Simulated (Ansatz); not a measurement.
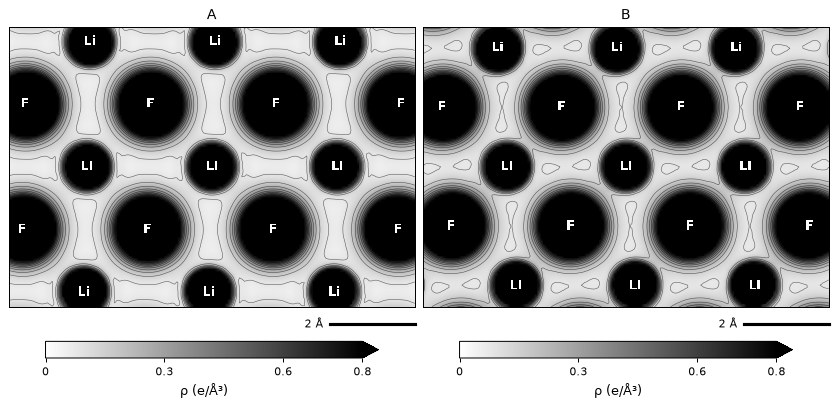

LiF. The valence charge density (pseudo) of two cells that differ in size and shape, on the (101) plane of each (indices in the axes of the calculation cell), at one length scale and on one colour scale: A has 9.0 Å³ an atom and B 8.2.

Space group I4/mmm.

These are results of DFT PBE, scalar-relativistic, plane waves, PAW in Ansatz 0.2.0, not measurements.

What does the compression do to the bonding and the properties?

Answer. From the larger cell to the smaller, Li–F goes from 2.06 to 1.91 Å, and the density at its midpoint from 0.23 to 0.34 e/Å³; the pressure goes from −3.9 to 3.1 GPa; the Kohn–Sham gap goes from 8.2 eV to 9.0 eV.
